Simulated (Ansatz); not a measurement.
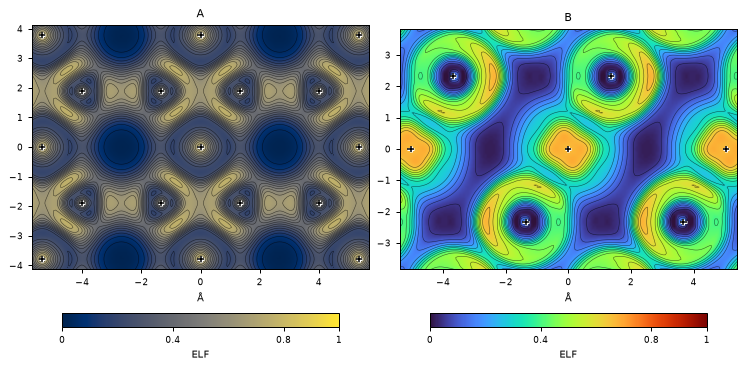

The ELF of 2 systems, each on a plane through atoms (crosses mark nuclei in the plane).

Method: Ansatz, Kohn-Sham DFT of a periodic cell, revPBE with D4, Ansatz PAW.

System 1: Si2Ni, the (110) plane of the conventional cell. Space group Fm-3m; the program warned that a starting moment wasn't kept; spin-polarised, but the moments vanished.

```yaml
crystal:
  lattice:
    - [5.35671, 0.00000, 0.00000]
    - [0.00000, 5.35671, 0.00000]
    - [0.00000, 0.00000, 5.35671]
  atoms:
    - { symbol: Ni, position: [0.00000, 0.00000, 0.00000] }
    - { symbol: Ni, position: [0.50000, 0.50000, 0.00000] }
    - { symbol: Ni, position: [0.50000, 0.00000, 0.50000] }
    - { symbol: Ni, position: [0.00000, 0.50000, 0.50000] }
    - { symbol: Si, position: [0.75000, 0.25000, 0.25000] }
    - { symbol: Si, position: [0.25000, 0.75000, 0.25000] }
    - { symbol: Si, position: [0.25000, 0.25000, 0.75000] }
    - { symbol: Si, position: [0.75000, 0.75000, 0.75000] }
    - { symbol: Si, position: [0.25000, 0.25000, 0.25000] }
    - { symbol: Si, position: [0.75000, 0.75000, 0.25000] }
    - { symbol: Si, position: [0.75000, 0.25000, 0.75000] }
    - { symbol: Si, position: [0.25000, 0.75000, 0.75000] }
```

System 2: Te2Pt, the (110) plane of the conventional cell. Space group P-3m1.

```
Pt Te
1.0
     4.03792    0.00000    0.00000
    -2.01896    3.49694    0.00000
     0.00000    0.00000    5.04103
Pt Te
1 2
Direct
  0.00000 0.00000 0.00000
  0.66667 0.33333 0.72888
  0.33333 0.66667 0.27112
```

Q: Match each panel to its system.

A: Panel A is system 1, Si2Ni: the plane holds Ni and Si. Si–Ni (2.32 Å): the ELF peaks at about 0.75 in the valence shell of Si, 0.9 Å from its nucleus, and is about 0.50 at the midpoint. Panel B is system 2, Te2Pt: the plane holds Pt and Te. Te–Pt (2.70 Å): the ELF is about 0.50 at the midpoint.
